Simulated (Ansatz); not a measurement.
# Nudged elastic band of CoSi16 (part 1 of 3)

System: CoSi16 (defect cell, 17 atoms in the cell).
Method: DFT PBE, scalar-relativistic, plane waves, PAW, PAW set soft_1, spin-polarised (Ansatz 0.2.0).

The run did not end well. It belongs to a series of runs on one base structure; here: band between the two ends. Figures and captions count atoms from 1; the log counts them from 0 in places.

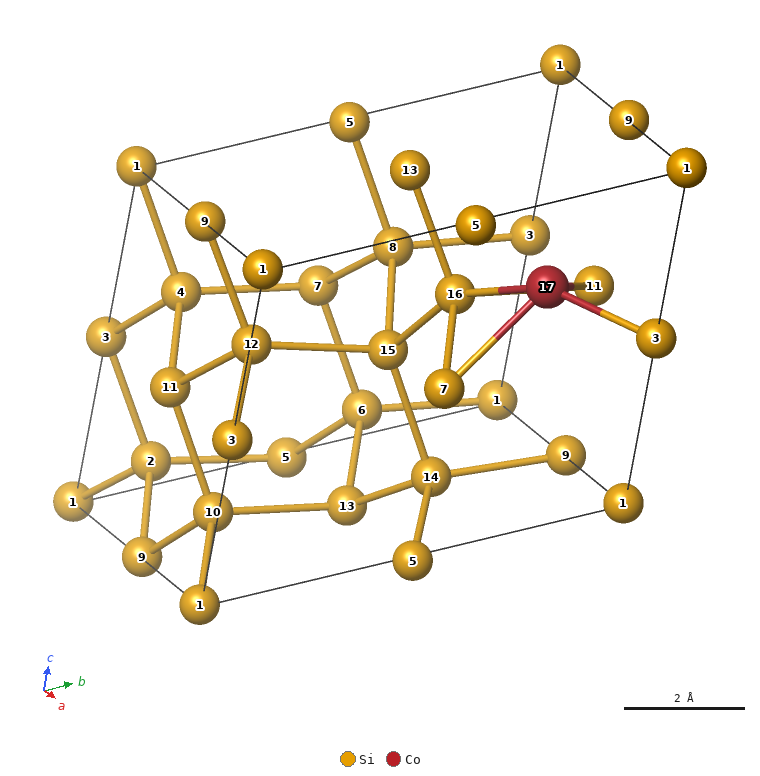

*The starting structure (ball-and-stick view of the cell of the calculation, seen slightly off an axis; atoms are numbered from 1 in the order of the input). An atom can appear more than once, as a periodic image.*

Near neighbours in the periodic cell (some may lie outside the picture): Si has 4 Si at 2.31 to 2.37 Å; Si has 1 Co at 2.30 to 2.72 Å and 4 Si at 2.31 to 2.40 Å; Co has 7 Si at 2.30 to 2.72 Å.

**The input**
```yaml
crystal:
  lattice:
    - [0.0, 5.43, 5.43]
    - [5.43, 0.0, 5.43]
    - [5.43, 5.43, 0.0]
  atoms:
    - { symbol: Si, position: [-0.00300719, -0.00322639, 0.0063145] }
    - { symbol: Si, position: [0.12414389, 0.12392439, 0.12686228] }
    - { symbol: Si, position: [-8.926e-05, -8.814e-05, 0.49761145] }
    - { symbol: Si, position: [0.12105342, 0.12080977, 0.63198807] }
    - { symbol: Si, position: [0.01218546, 0.49722352, -0.00901703] }
    - { symbol: Si, position: [0.12205711, 0.62221806, 0.12923158] }
    - { symbol: Si, position: [0.0021123, 0.49905842, 0.49997434] }
    - { symbol: Si, position: [0.14055134, 0.6169587, 0.62214836] }
    - { symbol: Si, position: [0.49745366, 0.01208521, -0.00920177] }
    - { symbol: Si, position: [0.62242539, 0.1218847, 0.1291455] }
    - { symbol: Si, position: [0.49925399, 0.00205991, 0.49988089] }
    - { symbol: Si, position: [0.61707441, 0.14067478, 0.62196295] }
    - { symbol: Si, position: [0.49527342, 0.49509243, -0.00300778] }
    - { symbol: Si, position: [0.63844313, 0.63831926, 0.08338751] }
    - { symbol: Si, position: [0.51618146, 0.51638106, 0.46105532] }
    - { symbol: Si, position: [0.619659, 0.6194919, 0.62795249] }
    - { symbol: Co, position: [0.78475039, 0.78477043, 0.64985334], spin: 0.34 }
magnetization:
  spin_polarized: true
basis:
  ecutwfc: 420.0
kpoints:
  mp_grid: { grid: [2, 2, 2] }
hamiltonian:
  xc: pbe
  pseudopotentials: { kind: paw, azcp: { folder: soft_1 } }
scf:
  occupations: { method: gaussian, width: 0.02 }
  lower_state_search: "off"
neb:
  images: 3
  f_tol: 0.05
  initial_path: idpp
  max_iterations: 77
  spring: 10.0
  final_atoms:
    - { symbol: Si, position: [0.00059618, 1.554e-05, 0.00164912] }
    - { symbol: Si, position: [0.12432934, 0.12436026, 0.12434471] }
    - { symbol: Si, position: [-0.00281288, -0.00282898, 0.49921168] }
    - { symbol: Si, position: [0.1213314, 0.1212775, 0.6252762] }
    - { symbol: Si, position: [0.01259675, 0.49769986, -0.00098323] }
    - { symbol: Si, position: [0.14148881, 0.61727725, 0.11937242] }
    - { symbol: Si, position: [0.00251722, 0.49943994, 0.49792718] }
    - { symbol: Si, position: [0.1221473, 0.62258741, 0.62588699] }
    - { symbol: Si, position: [0.49766138, 0.01227284, -0.00112226] }
    - { symbol: Si, position: [0.61757885, 0.14057705, 0.11949615] }
    - { symbol: Si, position: [0.49961711, 0.0020543, 0.49801972] }
    - { symbol: Si, position: [0.62262533, 0.12204579, 0.62576067] }
    - { symbol: Si, position: [0.51718754, 0.51612492, 0.00544648] }
    - { symbol: Si, position: [0.63874562, 0.63849841, 0.13917316] }
    - { symbol: Si, position: [0.49536611, 0.4952612, 0.51198481] }
    - { symbol: Si, position: [0.61996136, 0.61979283, 0.63189194] }
    - { symbol: Co, position: [0.78553889, 0.78483937, 0.2795361] }
  order_check: true
```

Machine: 2 threads of Arm Neoverse V1, 24 GiB of memory available, shared host.

Command:
```bash
ansatz run input.yaml --threads 2 --pin off --max-ram 5120MiB --backend cpu --events-out ev --progress --plain --runs-dir out
```

**What the program printed**
```
Warning: neb: disabling space-group detection — the band's intermediate images generally break the endpoint symmetry, so no spatial operation reduces the k-mesh or symmetrises the density, except that a semilocal band can use its path's symmetry ahead of convergence; time reversal is kept, so that k and −k are solved as one point where they differ and the mesh holds both, and exact exchange and, on two spinor components, a DFT+U term hold to it where the run has them: on two components no moment then forms, and a state that bears one, which a typed moment (crystal.atoms[].spin; refused beside efield: under a hybrid functional) reaches, can lie lower, under hf by electronvolts; crystal.symmetry.detect: false (a key that needs symmetry detection or time reversal refuses this as the deck is read) with time_reversal: false beside it drops time reversal too
Engine: ansatz 0.2.0, aarch64-unknown-linux-gnu
Pseudopotentials: kind: paw
Pseudopotential: Si, paw, valence charge 4, recommended cutoff 420 eV (normal), [file]
Pseudopotential: Co, paw, valence charge 17, recommended cutoff 420 eV (normal), [file]
Functional definition: PBE
  parameter kappa = 0.804
  parameter beta = 0.06672455060314922
  exchange = pbe_x(kappa = kappa, mu = beta*pi^2/3)
  correlation = pbe_c(beta = beta)
parallel-image band execution: 2 concurrent image workers
NEB image 0
Crystal: 17 atoms, lattice volume = 320.206 Å³
Basis set: ecut = 420 eV, 6231 PW (Γ), exchange–correlation on 108×108×108 points (8 copies of the dense FFT grid, shifted against one another)
Bands: 58, of which v1, the nominal top of the filled ones, is band 41 counted from 1 (40 counted from 0)
Symmetry: 1 space group operations
k-points: 8
Non-local potential: Si, projectors of the file, l = 0: 2, l = 1: 2, l = 2: 1
Non-local potential: Co, projectors of the file, l = 0: 3, l = 1: 2, l = 2: 3, l = 3: 1
PAW form: soft (Blöchl's): semilocal exchange-correlation on the pseudo side does not see the compensation charge
PAW one-centre angular grid: Si, 110 points (default); XC on 64 Gauss nodes
PAW one-centre angular grid: Co, 590 points (default); XC on 64 Gauss nodes
Initial density: superposition of atomic densities (chi_scale 0.1, normalization cell)
Starting moments: Σ|m| = 0.34 μB on 1 of 17 sites
Initial wavefunctions: pseudopotential atomic-orbital guess
Functional: x = pbe(κ = 0.804, μ = 0.2195149727645171), c = pbe(β = 0.06672455060314922)
SCF iter   1: F=—  HF=-15301.458993 eV  |F-HF|=—  |Δ(HF+E_count)|=         —  Δρ=5.99e-2 (↑4.75e-2 ↓5.99e-2)  dr2=4.22e1  dr2_m=1.37e-1  M=0.000 μB ∫|m|=0.097 μB  β_m=0.30  ethr=3.10e-3  ⟨swp⟩=8.4  Hψ=4907  notcnv=0  defer=73
preconditioner: auto → Resta (q_TF=auto, 2.170 Å⁻¹)  ε∞=6.0  [insulator: Δε(μ)=0.132 eV  Ē_g=7.965 eV  σ=0.020 eV  W_gap=1.00  n_scr=58 (ndim 8)  ℏωp=17.7 eV  f_vac=0.000  D(μ)=0.00/eV (n_scr^D=0)  ε∞_Penn≈6.0]
spin=Collinear: Resta preconditioning applied to the charge; magnetization (m = ρ↑ − ρ↓) channel mixes plain (no charge-response kernel on spin).
SCF iter   2: F=—  HF=-15302.631365 eV  |F-HF|=—  |Δ(HF+E_count)|=    1.17e0  Δρ=1.08e-1 (↑1.08e-1 ↓1.08e-1)  dr2=1.41e2  dr2_m=3.53e-3  M=0.250 μB ∫|m|=0.363 μB  β_m=1.00  ethr=3.10e-3  ⟨swp⟩=4.9  Hψ=2307  notcnv=0  defer=160
preconditioner: auto → Kerker (q_TF=auto, 2.170 Å⁻¹)  [metal: Δε(μ)=0.029 eV  Ē_g=7.714 eV  σ=0.020 eV  W_gap=0.50  n_scr=58 (ndim 8)  ℏωp=17.7 eV  f_vac=0.000  D(μ)=9.58/eV (n_scr^D=64)]
spin=Collinear: Kerker preconditioning applied to the charge; magnetization (m = ρ↑ − ρ↓) channel mixes plain (no charge-response kernel on spin).
SCF iter   3: F=—  HF=-15298.866344 eV  |F-HF|=—  |Δ(HF+E_count)|=    3.77e0  Δρ=4.18e-2 (↑3.32e-2 ↓4.18e-2)  dr2=2.18e1  dr2_m=6.91e-2  M=0.000 μB ∫|m|=0.109 μB  β_m=0.30  ethr=3.10e-3  ⟨swp⟩=4.1  Hψ=2347  notcnv=0  defer=140
SCF iter   4: F=—  HF=-15296.843116 eV  |F-HF|=—  |Δ(HF+E_count)|=    2.02e0  Δρ=3.01e-2 (↑2.71e-2 ↓3.01e-2)  dr2=1.03e1  dr2_m=7.00e-3  M=0.260 μB ∫|m|=0.353 μB  β_m=1.00  ethr=3.10e-3  ⟨swp⟩=4.6  Hψ=2236  notcnv=0  defer=158
SCF iter   5: F=—  HF=-15296.549140 eV  |F-HF|=—  |Δ(HF+E_count)|=   2.94e-1  Δρ=1.01e-2 (↑6.35e-3 ↓1.01e-2)  dr2=9.25e-1  dr2_m=1.36e-2  M=0.264 μB ∫|m|=0.320 μB  β_m=0.30  ethr=3.10e-3  ⟨swp⟩=2.9  Hψ=1333  notcnv=0  defer=152
SCF iter   6: F=—  HF=-15296.619150 eV  |F-HF|=—  |Δ(HF+E_count)|=   7.00e-2  Δρ=1.53e-2 (↑1.00e-2 ↓1.53e-2)  dr2=1.83e0  dr2_m=2.27e-2  M=0.486 μB ∫|m|=0.544 μB  β_m=1.00  ethr=1.14e-3  ⟨swp⟩=2.7  Hψ=1238  notcnv=0  defer=144
SCF iter   7: F=—  HF=-15296.540415 eV  |F-HF|=—  |Δ(HF+E_count)|=   7.87e-2  Δρ=1.30e-3 (↑1.30e-3 ↓9.82e-4)  dr2=1.13e-2  dr2_m=5.05e-4  M=0.499 μB ∫|m|=0.579 μB  β_m=0.30  ethr=1.14e-3  ⟨swp⟩=2.0  Hψ=1165  notcnv=0  defer=144
SCF iter   8: F=—  HF=-15296.543143 eV  |F-HF|=—  |Δ(HF+E_count)|=   2.73e-3  Δρ=6.90e-4 (↑6.67e-4 ↓6.90e-4)  dr2=3.94e-3  dr2_m=3.42e-4  M=0.499 μB ∫|m|=0.588 μB  β_m=1.00  ethr=1.39e-5  ⟨swp⟩=2.1  Hψ=1535  notcnv=0  defer=144
SCF iter   9: F=—  HF=-15296.546558 eV  |F-HF|=—  |Δ(HF+E_count)|=   3.42e-3  Δρ=8.21e-4 (↑8.21e-4 ↓7.03e-4)  dr2=7.02e-3  dr2_m=5.36e-5  M=0.500 μB ∫|m|=0.602 μB  β_m=1.00  ethr=4.86e-6  ⟨swp⟩=2.0  Hψ=1568  notcnv=0  defer=144
SCF iter  10: F=—  HF=-15296.547561 eV  |F-HF|=—  |Δ(HF+E_count)|=   1.00e-3  Δρ=3.48e-4 (↑3.48e-4 ↓1.71e-4)  dr2=1.95e-4  dr2_m=1.78e-4  M=0.500 μB ∫|m|=0.612 μB  β_m=1.00  ethr=4.86e-6  ⟨swp⟩=1.9  Hψ=877  notcnv=0  defer=144
SCF iter  11: F=—  HF=-15296.548160 eV  |F-HF|=—  |Δ(HF+E_count)|=   5.99e-4  Δρ=2.88e-4 (↑1.12e-4 ↓2.88e-4)  dr2=1.60e-4  dr2_m=1.09e-4  M=0.500 μB ∫|m|=0.619 μB  β_m=1.00  ethr=2.41e-7  ⟨swp⟩=2.0  Hψ=1434  notcnv=0  defer=144
SCF iter  12: F=—  HF=-15296.548588 eV  |F-HF|=—  |Δ(HF+E_count)|=   4.28e-4  Δρ=1.59e-4 (↑1.09e-4 ↓1.59e-4)  dr2=2.96e-5  dr2_m=4.99e-5  M=0.500 μB ∫|m|=0.624 μB  β_m=1.00  ethr=1.98e-7  ⟨swp⟩=2.0  Hψ=932  notcnv=0  defer=144
SCF iter  13: F=—  HF=-15296.548862 eV  |F-HF|=—  |Δ(HF+E_count)|=   2.74e-4  Δρ=1.87e-4 (↑4.21e-5 ↓1.87e-4)  dr2=6.98e-5  dr2_m=3.80e-5  M=0.500 μB ∫|m|=0.628 μB  β_m=1.00  ethr=3.66e-8  ⟨swp⟩=2.1  Hψ=1449  notcnv=0  defer=144
SCF iter  14: F=—  HF=-15296.549075 eV  |F-HF|=—  |Δ(HF+E_count)|=   2.13e-4  Δρ=1.18e-4 (↑6.25e-5 ↓1.18e-4)  dr2=1.29e-5  dr2_m=2.36e-5  M=0.500 μB ∫|m|=0.632 μB  β_m=0.30  ethr=3.66e-8  ⟨swp⟩=2.0  Hψ=1424  notcnv=0  defer=144
Mixer restart at iter 14: flushing history
spin-set hold released at iteration 14 (site moments contracting): the magnetisation degrees of freedom join the quasi-Newton model from the next iteration; the mixer history was flushed
SCF iter  15: F=—  HF=-15296.549274 eV  |F-HF|=—  |Δ(HF+E_count)|=   1.99e-4  Δρ=1.57e-4 (↑1.57e-4 ↓9.35e-5)  dr2=9.67e-6  dr2_m=4.56e-5  M=0.500 μB ∫|m|=0.634 μB  β_m=0.65  ethr=1.59e-8  ⟨swp⟩=2.2  Hψ=1425  notcnv=0  defer=144
SCF iter  16: F=—  HF=-15296.549763 eV  |F-HF|=—  |Δ(HF+E_count)|=   4.89e-4  Δρ=8.55e-4 (↑3.98e-4 ↓8.55e-4)  dr2=4.63e-3  dr2_m=1.55e-4  M=0.500 μB ∫|m|=0.643 μB  β_m=0.15  ethr=1.19e-8  ⟨swp⟩=3.5  Hψ=1831  notcnv=0  defer=144  recentre
SCF iter  17: F=—  HF=-15296.549441 eV  |F-HF|=—  |Δ(HF+E_count)|=   3.22e-4  Δρ=1.60e-4 (↑1.60e-4 ↓1.08e-4)  dr2=6.44e-6  dr2_m=5.25e-5  M=0.500 μB ∫|m|=0.638 μB  β_m=0.31  ethr=1.19e-8  ⟨swp⟩=3.5  Hψ=1889  notcnv=0  defer=144
SCF iter  18: F=—  HF=-15296.549540 eV  |F-HF|=—  |Δ(HF+E_count)|=   9.94e-5  Δρ=4.00e-5 (↑4.00e-5 ↓3.58e-5)  dr2=9.72e-8  dr2_m=4.20e-6  M=0.500 μB ∫|m|=0.647 μB  β_m=0.69  ethr=7.95e-9  ⟨swp⟩=3.0  Hψ=1542  notcnv=0  defer=144
SCF iter  19: F=—  HF=-15296.549547 eV  |F-HF|=—  |Δ(HF+E_count)|=   7.29e-6  Δρ=7.55e-6 (↑4.05e-6 ↓7.55e-6)  dr2=2.66e-7  dr2_m=4.58e-8  M=0.500 μB ∫|m|=0.650 μB  β_m=0.85  ethr=1.20e-10  ⟨swp⟩=4.0  Hψ=2163  notcnv=0  defer=144
iter 20 did not close the SCF: its close was put off for a magnetic moment that had not settled (scf_convergence_deferred on its scf_iter line)
SCF iter  20: F=-15296.549547 eV  HF=-15296.549547 eV  |F-HF|=3.99e-8  |Δ(HF+E_count)|=   1.02e-7  Δρ=2.52e-6 (↑1.43e-6 ↓2.52e-6)  dr2=4.25e-8  dr2_m=1.88e-9  M=0.500 μB ∫|m|=0.650 μB  β_m=0.91  ethr=1.20e-10  ⟨swp⟩=2.5  Hψ=2940  notcnv=0
SCF iter  21: F=-15296.549547 eV  HF=-15296.549547 eV  |F-HF|=1.20e-8  |Δ(HF+E_count)|=   1.52e-9  Δρ=1.08e-6 (↑1.03e-6 ↓1.08e-6)  dr2=1.31e-8  dr2_m=3.86e-11  M=0.500 μB ∫|m|=0.650 μB  ethr=5.24e-11  ⟨swp⟩=2.0  Hψ=2568  notcnv=0
SCF 1 converged in 21 iterations: F = -15296.549547 eV  dr2 = 1.31e-8
  greatest PAW one-centre occupation: 1.001 electrons in one spin orbital (limit 2), on the Co atom at site 16 (counted from 0), in its partial waves of l = 1
NSCF: frozen V_eff on 8 k-points
NEB image 4
SCF iter   1: F=—  HF=-15301.458752 eV  |F-HF|=—  |Δ(HF+E_count)|=         —  Δρ=5.99e-2 (↑4.75e-2 ↓5.99e-2)  dr2=4.22e1  dr2_m=1.37e-1  M=0.000 μB ∫|m|=0.097 μB  β_m=0.30  ethr=3.10e-3  ⟨swp⟩=8.0  Hψ=4808  notcnv=0  defer=79
[...]
spin=Collinear: Resta preconditioning applied to the charge; magnetization (m = ρ↑ − ρ↓) channel mixes plain (no charge-response kernel on spin).
preconditioner: auto → Kerker (q_TF=auto, 2.170 Å⁻¹)  [metal: Δε(μ)=0.029 eV  Ē_g=7.714 eV  σ=0.020 eV  W_gap=0.49  n_scr=58 (ndim 8)  ℏωp=17.7 eV  f_vac=0.000  D(μ)=9.36/eV (n_scr^D=58)]
spin=Collinear: Kerker preconditioning applied to the charge; magnetization (m = ρ↑ − ρ↓) channel mixes plain (no charge-response kernel on spin).
Mixer restart at iter 14: flushing history
spin-set hold released at iteration 14 (site moments contracting): the magnetisation degrees of freedom join the quasi-Newton model from the next iteration; the mixer history was flushed
NSCF: frozen V_eff on 8 k-points
NEB end point (image 0): max|allowed force component| = 4.042e-3 eV/Å (the criterion of neb.relax_end_points is 1.000e-2)
NEB end point (image 4): max|allowed force component| = 3.550e-3 eV/Å (the criterion of neb.relax_end_points is 1.000e-2)
NEB image 1
preconditioner: auto → Kerker (q_TF=auto, 2.170 Å⁻¹)  [metal: Δε(μ)=0.016 eV  Ē_g=7.953 eV  σ=0.020 eV  W_gap=0.43  n_scr=58 (ndim 8)  ℏωp=17.7 eV  f_vac=0.000  D(μ)=7.58/eV (n_scr^D=58)]
spin=Collinear: Kerker preconditioning applied to the charge; magnetization (m = ρ↑ − ρ↓) channel mixes plain (no charge-response kernel on spin).
preconditioner: auto → Resta (q_TF=auto, 2.170 Å⁻¹)  ε∞=6.4  [insulator: Δε(μ)=0.019 eV  Ē_g=7.659 eV  σ=0.020 eV  W_gap=0.51  n_scr=58 (ndim 8)  ℏωp=17.7 eV  f_vac=0.000  D(μ)=8.17/eV (n_scr^D=58)  ε∞_Penn≈6.4]
spin=Collinear: Resta preconditioning applied to the charge; magnetization (m = ρ↑ − ρ↓) channel mixes plain (no charge-response kernel on spin).
Mixer restart at iter 22: flushing history
spin-set hold released at iteration 22 (site moments' squared step at or under half its running peak, from the soft ceiling on): the magnetisation degrees of freedom join the quasi-Newton model from the next iteration; the mixer history was flushed
NEB image 2
preconditioner: auto → Kerker (q_TF=auto, 2.170 Å⁻¹)  [metal: Δε(μ)=0.004 eV  Ē_g=7.910 eV  σ=0.020 eV  W_gap=0.12  n_scr=58 (ndim 8)  ℏωp=17.7 eV  f_vac=0.000  D(μ)=13.99/eV (n_scr^D=112)]
spin=Collinear: Kerker preconditioning applied to the charge; magnetization (m = ρ↑ − ρ↓) channel mixes plain (no charge-response kernel on spin).
Mixer restart at iter 14: flushing history
spin-set hold released at iteration 14 (site moments contracting): the magnetisation degrees of freedom join the quasi-Newton model from the next iteration; the mixer history was flushed
NEB image 3
preconditioner: auto → Kerker (q_TF=auto, 2.170 Å⁻¹)  [metal: Δε(μ)=0.015 eV  Ē_g=7.953 eV  σ=0.020 eV  W_gap=0.40  n_scr=58 (ndim 8)  ℏωp=17.7 eV  f_vac=0.000  D(μ)=7.78/eV (n_scr^D=58)]
spin=Collinear: Kerker preconditioning applied to the charge; magnetization (m = ρ↑ − ρ↓) channel mixes plain (no charge-response kernel on spin).
preconditioner: auto → Resta (q_TF=auto, 2.170 Å⁻¹)  ε∞=6.4  [insulator: Δε(μ)=0.019 eV  Ē_g=7.659 eV  σ=0.020 eV  W_gap=0.51  n_scr=58 (ndim 8)  ℏωp=17.7 eV  f_vac=0.000  D(μ)=7.95/eV (n_scr^D=58)  ε∞_Penn≈6.4]
spin=Collinear: Resta preconditioning applied to the charge; magnetization (m = ρ↑ − ρ↓) channel mixes plain (no charge-response kernel on spin).
Mixer restart at iter 22: flushing history
spin-set hold released at iteration 22 (site moments' squared step at or under half its running peak, from the soft ceiling on): the magnetisation degrees of freedom join the quasi-Newton model from the next iteration; the mixer history was flushed
NEB iter   1: max|band force component| = 1.409e0 eV/Å  barrier→ = 0.5534 eV  barrier← = 0.5534 eV  Δτ_max = 0.1255 Å  (151 SCF iters)
  M     (μB):  +0.5000  +0.6438  +1.0005  +0.6439  +0.5000
  M_abs (μB):   0.6525   0.7988   1.2614   0.7983   0.6525
NEB image 1
Initial density: handed on by an earlier stage of this run
Starting moments: Σ|m| = 0.34 μB on 1 of 17 sites; this step starts from the density that it was given
Initial wavefunctions: those handed on with the density
preconditioner: auto → Resta (q_TF=auto, 2.170 Å⁻¹)  ε∞=6.5  [insulator: Δε(μ)=0.100 eV  Ē_g=7.570 eV  σ=0.020 eV  W_gap=0.66  n_scr=58 (ndim 8)  ℏωp=17.7 eV  f_vac=0.000  D(μ)=11.68/eV (n_scr^D=88)  ε∞_Penn≈6.5]
spin=Collinear: Resta preconditioning applied to the charge; magnetization (m = ρ↑ − ρ↓) channel mixes plain (no charge-response kernel on spin).
NEB image 2
preconditioner: auto → Resta (q_TF=auto, 2.170 Å⁻¹)  ε∞=6.4  [insulator: Δε(μ)=0.040 eV  Ē_g=7.600 eV  σ=0.020 eV  W_gap=0.61  n_scr=58 (ndim 8)  ℏωp=17.7 eV  f_vac=0.000  D(μ)=9.68/eV (n_scr^D=64)  ε∞_Penn≈6.4]
spin=Collinear: Resta preconditioning applied to the charge; magnetization (m = ρ↑ − ρ↓) channel mixes plain (no charge-response kernel on spin).
NEB image 3
preconditioner: auto → Resta (q_TF=auto, 2.170 Å⁻¹)  ε∞=6.5  [insulator: Δε(μ)=0.099 eV  Ē_g=7.570 eV  σ=0.020 eV  W_gap=0.64  n_scr=58 (ndim 8)  ℏωp=17.7 eV  f_vac=0.000  D(μ)=11.56/eV (n_scr^D=88)  ε∞_Penn≈6.5]
spin=Collinear: Resta preconditioning applied to the charge; magnetization (m = ρ↑ − ρ↓) channel mixes plain (no charge-response kernel on spin).
preconditioner: auto → Kerker (q_TF=auto, 2.170 Å⁻¹)  [metal: Δε(μ)=0.004 eV  Ē_g=7.546 eV  σ=0.020 eV  W_gap=0.10  n_scr=58 (ndim 8)  ℏωp=17.7 eV  f_vac=0.000  D(μ)=8.41/eV (n_scr^D=58)]
spin=Collinear: Kerker preconditioning applied to the charge; magnetization (m = ρ↑ − ρ↓) channel mixes plain (no charge-response kernel on spin).
NEB iter   2: max|band force component| = 1.026e0 eV/Å  barrier→ = 0.2153 eV  barrier← = 0.2153 eV  Δτ_max = 0.1962 Å  (43 SCF iters)
  M     (μB):  +0.5000  +0.4995  +1.0000  +0.4994  +0.5000
  M_abs (μB):   0.6525   0.6966   1.2423   0.6963   0.6525
```
